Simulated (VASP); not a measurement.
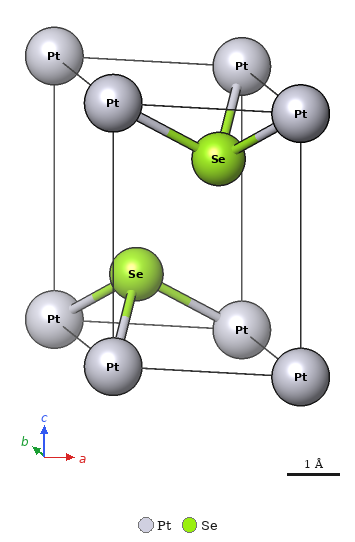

Figure 1. The input geometry (ball-and-stick view of the cell of the calculation, seen slightly off an axis). Near neighbours in the crystal (not all of them lie inside the picture): Pt has 6 Se at 2.51 Å; Se has 3 Pt at 2.51 Å.

Single-point calculation, with input and output: PtSe$_{2}$

- system: PtSe$_{2}$ (3 atoms in the cell)
- method: DFT, PBE, plane waves, PAW (VASP 6.6.1)

The structure was built on a prototype by a generator. The geometry comes from this level: r2scan-rvv10 (a point of a series of strains). It belongs to a series of runs on one base structure; here: uniaxial_z strain +0.5%.

**INCAR**
```
ENCUT = 520.000000
SIGMA = 0.020000
EDIFF = 1.00e-07
GGA = PE
PREC = Accurate
IBRION = -1
ISIF = 2
ISMEAR = -1
NBANDS = 18
NELM = 120
NSW = 0
LASPH = .TRUE.
LCHARG = .FALSE.
LWAVE = .FALSE.
LREAL = .FALSE.
```

**KPOINTS**
```
KPOINTS created by Atomic Simulation Environment
0
Gamma
12 12 6
0 0 0
```

**KPOINTS_OPT**
```
special points
8
Reciprocal
0.0000000000 0.0000000000 0.0000000000 1
0.5000000000 0.0000000000 0.0000000000 1
0.3333333333 0.3333333333 0.0000000000 1
0.0000000000 0.0000000000 0.5000000000 1
0.5000000000 0.0000000000 0.5000000000 1
0.3333333333 0.3333333333 0.5000000000 1
0.0000000000 0.2500000000 0.3333333333 1
0.0000000000 0.2825520000 0.2955730000 1
```

**POSCAR**
```
Pt Se
 1.0000000000000000
     3.7286503664889392   -0.0000000000288675    0.0000000000000000
    -1.8643251832194696    3.2291059392240129    0.0000000000000000
     0.0000000000000000    0.0000000000000000    5.3035423823999999
 Pt  Se
   1   2
Cartesian
  0.0000000000000000  0.0000000000000000  0.0000000000000000
  0.0000000000166667  2.1527372928063859  1.2999001618450434
  1.8643251832528032  1.0763686463887592  4.0036422205549576
```

Machine: 1 CPU thread, shared host.

Launched with:
```bash
mpirun -np 1 vasp_std
```

**OSZICAR**
```
N       E                     dE             d eps       ncg     rms          rms(c)
DAV:   1     0.111179763081E+03    0.11118E+03   -0.10007E+04  3632   0.107E+03
DAV:   2    -0.974693821002E+01   -0.12093E+03   -0.11686E+03  4410   0.209E+02
DAV:   3    -0.150149043244E+02   -0.52680E+01   -0.52184E+01  4402   0.437E+01
DAV:   4    -0.150580208605E+02   -0.43117E-01   -0.43094E-01  4488   0.424E+00
DAV:   5    -0.150584921713E+02   -0.47131E-03   -0.47130E-03  4404   0.433E-01    0.124E+01
DAV:   6    -0.144722407485E+02    0.58625E+00   -0.40944E+00  3740   0.188E+01    0.752E+00
DAV:   7    -0.142684797142E+02    0.20376E+00   -0.80689E-01  3700   0.889E+00    0.374E+00
DAV:   8    -0.142510668140E+02    0.17413E-01   -0.47932E-02  3986   0.162E+00    0.812E-01
DAV:   9    -0.142492664607E+02    0.18004E-02   -0.64831E-03  4152   0.771E-01    0.180E-01
DAV:  10    -0.142494848012E+02   -0.21834E-03   -0.11382E-03  4182   0.224E-01    0.488E-02
DAV:  11    -0.142494792285E+02    0.55727E-05   -0.66560E-05  4698   0.761E-02    0.249E-02
DAV:  12    -0.142494826541E+02   -0.34256E-05   -0.13289E-05  3900   0.234E-02    0.359E-03
DAV:  13    -0.142494831084E+02   -0.45432E-06   -0.10847E-06  4788   0.684E-03    0.202E-03
DAV:  14    -0.142494832082E+02   -0.99738E-07   -0.20272E-07  3684   0.324E-03
   1 F= -.14249483E+02 E0= -.14249104E+02  d E =-.758292E-03
       N       E                     dE             ncg
DAV:   1     0.488902678271E+04   -0.34887E+04      288
DAV:   2     0.395474378210E+04   -0.93428E+03      372
DAV:   3     0.392061569249E+04   -0.34128E+02      310
DAV:   4     0.392032751429E+04   -0.28818E+00      364
DAV:   5     0.392032310898E+04   -0.44053E-02      330
DAV:   6     0.392032299248E+04   -0.11650E-03      384
DAV:   7     0.392032298924E+04   -0.32428E-05      322
DAV:   8     0.392032298914E+04   -0.96032E-07      336
```

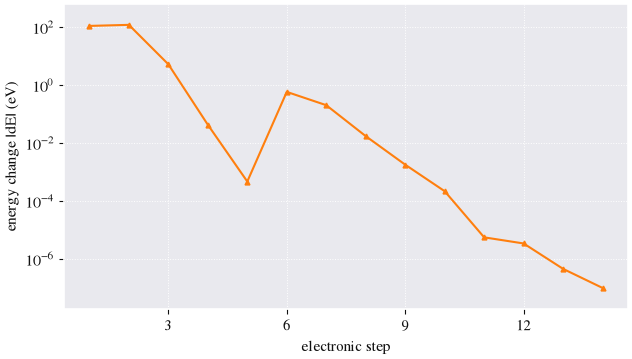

Figure 2. Convergence of the self-consistent field: energy change |dE| against the electronic step. It takes 14 electronic steps. The density is held fixed in the first few steps, and dE rises again when its update begins.

**Parts of OUTCAR**
```
k-points           NKPTS =    100   k-points in BZ     NKDIM =    100   number of bands    NBANDS=     18

   NELECT =      22.0000    total number of electrons

   dimension x,y,z NGX =    28 NGY =   28 NGZ =   40
   dimension x,y,z NGXF=    56 NGYF=   56 NGZF=   80

  energy-cutoff  :      520.00
  volume of cell :       63.86
      direct lattice vectors                 reciprocal lattice vectors
     3.728650366 -0.000000000  0.000000000     0.268193556  0.154841622  0.000000000
    -1.864325183  3.229105939  0.000000000     0.000000000  0.309683243  0.000000000
     0.000000000  0.000000000  5.303542382     0.000000000  0.000000000  0.188553221

 k-points in reciprocal lattice and weights: KPOINTS created by Atomic Simulation Env
   0.00000000  0.00000000  0.00000000       0.001
   0.08333333 -0.00000000  0.00000000       0.007
   0.16666667  0.00000000  0.00000000       0.007
   0.25000000  0.00000000  0.00000000       0.007
   0.33333333  0.00000000  0.00000000       0.007
   0.41666667 -0.00000000  0.00000000       0.007
   0.50000000  0.00000000  0.00000000       0.003
   0.08333333  0.08333333  0.00000000       0.007
   0.16666667  0.08333333  0.00000000       0.014
   0.25000000  0.08333333  0.00000000       0.014
   0.33333333  0.08333333  0.00000000       0.014
   0.41666667  0.08333333  0.00000000       0.014
   0.16666667  0.16666667  0.00000000       0.007
   0.25000000  0.16666667  0.00000000       0.014
   0.33333333  0.16666667  0.00000000       0.014
   0.41666667  0.16666667  0.00000000       0.007
   0.25000000  0.25000000  0.00000000       0.007
   0.33333333  0.25000000  0.00000000       0.014
   0.33333333  0.33333333  0.00000000       0.002
   0.00000000  0.00000000  0.16666667       0.002
   0.08333333 -0.00000000  0.16666667       0.007
   0.00000000  0.08333333  0.16666667       0.007
   0.16666667  0.00000000  0.16666667       0.007
   0.00000000  0.16666667  0.16666667       0.007
   0.25000000  0.00000000  0.16666667       0.007
  -0.00000000  0.25000000  0.16666667       0.007
   0.33333333  0.00000000  0.16666667       0.007
   0.00000000  0.33333333  0.16666667       0.007
   0.41666667 -0.00000000  0.16666667       0.007
   0.00000000  0.41666667  0.16666667       0.007
   0.50000000  0.00000000  0.16666667       0.007
   0.08333333  0.08333333  0.16666667       0.014
   0.16666667  0.08333333  0.16666667       0.014
  -0.08333333  0.25000000  0.16666667       0.014
   0.25000000  0.08333333  0.16666667       0.014
  -0.08333333  0.33333333  0.16666667       0.014
   0.33333333  0.08333333  0.16666667       0.014
  -0.08333333  0.41666667  0.16666667       0.014
   0.41666667  0.08333333  0.16666667       0.014
  -0.08333333  0.50000000  0.16666667       0.014
   0.16666667  0.16666667  0.16666667       0.014
   0.25000000  0.16666667  0.16666667       0.014
  -0.16666667  0.41666667  0.16666667       0.014
   0.33333333  0.16666667  0.16666667       0.014
  -0.16666667  0.50000000  0.16666667       0.014
   0.41666667  0.16666667  0.16666667       0.014
   0.25000000  0.25000000  0.16666667       0.014
   0.33333333  0.25000000  0.16666667       0.014
  -0.25000000 -0.41666667  0.16666667       0.014
   0.33333333  0.33333333  0.16666667       0.005
   0.00000000  0.00000000  0.33333333       0.002
   0.08333333 -0.00000000  0.33333333       0.007
   0.00000000  0.08333333  0.33333333       0.007
   0.16666667  0.00000000  0.33333333       0.007
   0.00000000  0.16666667  0.33333333       0.007
   0.25000000  0.00000000  0.33333333       0.007
  -0.00000000  0.25000000  0.33333333       0.007
   0.33333333  0.00000000  0.33333333       0.007
   0.00000000  0.33333333  0.33333333       0.007
   0.41666667 -0.00000000  0.33333333       0.007
   0.00000000  0.41666667  0.33333333       0.007
   0.50000000  0.00000000  0.33333333       0.007
   0.08333333  0.08333333  0.33333333       0.014
   0.16666667  0.08333333  0.33333333       0.014
  -0.08333333  0.25000000  0.33333333       0.014
   0.25000000  0.08333333  0.33333333       0.014
  -0.08333333  0.33333333  0.33333333       0.014
   0.33333333  0.08333333  0.33333333       0.014
  -0.08333333  0.41666667  0.33333333       0.014
   0.41666667  0.08333333  0.33333333       0.014
  -0.08333333  0.50000000  0.33333333       0.014
   0.16666667  0.16666667  0.33333333       0.014
   0.25000000  0.16666667  0.33333333       0.014
  -0.16666667  0.41666667  0.33333333       0.014
   0.33333333  0.16666667  0.33333333       0.014
  -0.16666667  0.50000000  0.33333333       0.014
   0.41666667  0.16666667  0.33333333       0.014
   0.25000000  0.25000000  0.33333333       0.014
   0.33333333  0.25000000  0.33333333       0.014
  -0.25000000 -0.41666667  0.33333333       0.014
   0.33333333  0.33333333  0.33333333       0.005
   0.00000000  0.00000000  0.50000000       0.001
   0.08333333 -0.00000000  0.50000000       0.007
   0.16666667  0.00000000  0.50000000       0.007
   0.25000000  0.00000000  0.50000000       0.007
   0.33333333  0.00000000  0.50000000       0.007
   0.41666667 -0.00000000  0.50000000       0.007
   0.50000000  0.00000000  0.50000000       0.003
   0.08333333  0.08333333  0.50000000       0.007
   0.16666667  0.08333333  0.50000000       0.014
   0.25000000  0.08333333  0.50000000       0.014
   0.33333333  0.08333333  0.50000000       0.014
   0.41666667  0.08333333  0.50000000       0.014
   0.16666667  0.16666667  0.50000000       0.007
   0.25000000  0.16666667  0.50000000       0.014
   0.33333333  0.16666667  0.50000000       0.014
   0.41666667  0.16666667  0.50000000       0.007
   0.25000000  0.25000000  0.50000000       0.007
   0.33333333  0.25000000  0.50000000       0.014
   0.33333333  0.33333333  0.50000000       0.002

 E-fermi :   5.9668

 k-point     1 :       0.0000    0.0000    0.0000
  band No.  band energies     occupation
      1      -9.4529      2.00000
      2      -7.0096      2.00000
      3      -0.9909      2.00000
      4      -0.2870      2.00000
      5      -0.2870      2.00000
      6       2.0316      2.00000
      7       2.0316      2.00000
      8       3.3505      2.00000
      9       4.9352      2.00000
     10       4.9352      2.00000
     11       6.0996      0.00261
     12       7.4877      0.00000
     13       7.4877      0.00000
     14       9.8235      0.00000
     15       9.9484      0.00000
     16      13.3124      0.00000
     17      13.3124      0.00000
     18      17.5438      0.00000

 k-point     2 :       0.0833   -0.0000    0.0000
  band No.  band energies     occupation
      1      -9.3771      2.00000
      2      -7.0331      2.00000
      3      -0.9004      2.00000
      4      -0.2494      2.00000
      5      -0.2395      2.00000
      6       1.9301      2.00000
      7       1.9777      2.00000
      8       3.2097      2.00000
      9       4.6605      2.00000
     10       4.8867      2.00000
     11       5.9843      0.58955
     12       7.2341      0.00000
     13       7.4711      0.00000
     14      10.3474      0.00000
     15      10.4251      0.00000
     16      13.0124      0.00000
     17      13.5732      0.00000
     18      16.4566      0.00000

 k-point     3 :       0.1667    0.0000    0.0000
  band No.  band energies     occupation
      1      -9.1582      2.00000
      2      -7.0993      2.00000
      3      -0.6453      2.00000
      4      -0.1273      2.00000
      5      -0.1099      2.00000
      6       1.5443      2.00000
      7       1.8610      2.00000
      8       2.8455      2.00000
      9       4.2451      2.00000
     10       4.6871      2.00000
     11       5.4445      2.00000
     12       7.1053      0.00000
     13       7.4996      0.00000
     14      11.0448      0.00000
     15      11.3502      0.00000
     16      12.9027      0.00000
     17      14.1829      0.00000
     18      14.9986      0.00000

 k-point     4 :       0.2500    0.0000    0.0000
  band No.  band energies     occupation
      1      -8.8224      2.00000
      2      -7.1980      2.00000
      3      -0.3319      2.00000
      4       0.0581      2.00000
      5       0.1285      2.00000
      6       0.8432      2.00000
      7       1.7866      2.00000
      8       2.5626      2.00000
      9       3.9087      2.00000
     10       4.2926      2.00000
     11       4.6684      2.00000
     12       7.1201      0.00000
     13       7.6476      0.00000
     14      10.7548      0.00000
     15      12.2368      0.00000
     16      13.6001      0.00000
     17      14.2156      0.00000
     18      14.3738      0.00000

 k-point     5 :       0.3333    0.0000    0.0000
  band No.  band energies     occupation
      1      -8.4189      2.00000
      2      -7.3217      2.00000
      3      -0.4495      2.00000
      4       0.1946      2.00000
      5       0.4154      2.00000
      6       0.6710      2.00000
      7       1.8686      2.00000
      8       2.4254      2.00000
      9       3.4431      2.00000
     10       3.7628      2.00000
     11       3.9924      2.00000
     12       6.9645      0.00000
     13       7.8552      0.00000
     14      10.4978      0.00000
     15      12.2088      0.00000
     16      13.3733      0.00000
     17      13.9344      0.00000
     18      14.9101      0.00000

 [... the levels of 94 k-points are left out ...]

 k-point   100 :       0.3333    0.3333    0.5000
  band No.  band energies     occupation
      1      -7.5663      2.00000
      2      -7.5663      2.00000
      3      -0.2439      2.00000
      4      -0.2439      2.00000
      5      -0.2388      2.00000
      6       1.4897      2.00000
      7       1.4897      2.00000
      8       2.0080      2.00000
      9       2.3667      2.00000
     10       3.5459      2.00000
     11       3.5459      2.00000
     12       7.6834      0.00000
     13       7.6834      0.00000
     14      12.2133      0.00000
     15      12.9202      0.00000
     16      12.9202      0.00000
     17      13.5156      0.00000
     18      15.8573      0.00000

  Total        1.6609186      1.6609186      0.9930389      0.0000000      0.0000000      0.0000000
  in kB       41.6733999     41.6733999     24.9159149      0.0000000      0.0000000      0.0000000
  external PRESSURE =      36.0875716 kB  Pullay stress =       0.0000000 kB

 POSITION                                       TOTAL-FORCE (eV/Angst)
 -----------------------------------------------------------------------------------
      0.00000      0.00000      0.00000        -0.000000      0.000000      0.000000
      0.00000      2.15274      1.29990         0.000000     -0.000000      0.168751
      1.86433      1.07637      4.00364         0.000000      0.000000     -0.168751
 -----------------------------------------------------------------------------------
    total drift:                                0.000000      0.000000     -0.000000

  FREE ENERGIE OF THE ION-ELECTRON SYSTEM (eV)
  ---------------------------------------------------
  free  energy   TOTEN  =       -14.2494832082 eV

  energy  without entropy=      -14.2487249164  energy(sigma->0) =      -14.24910406
```

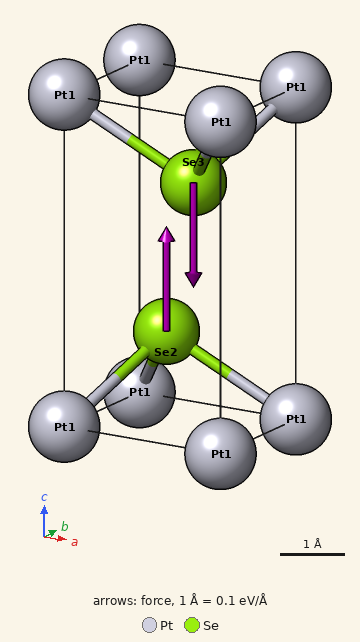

Figure 3. Forces on the atoms as pink arrows (ball-and-stick view of the cell of the calculation, seen slightly off an axis; atoms are numbered from 1 in the order of the input). The largest act on Se2, Se3 (0.17 eV/Å). The geometry is not a stationary point of this energy.

**Summary**

- outcome: converged
- space group (tolerance 0.01 Å): P-3m1 (164)
- electrons treated: 22
- free energy: −14.2495 eV
- Fermi energy: 5.967 eV
- band gap: none (metallic)
- pressure: 3.61 GPa
- largest force (length of the vector): 0.169 eV/Å
- wall time: 1.8 min
- peak memory: 0.32 GiB

**Remarks**

Spin–orbit coupling is left out, which matters for Pt.
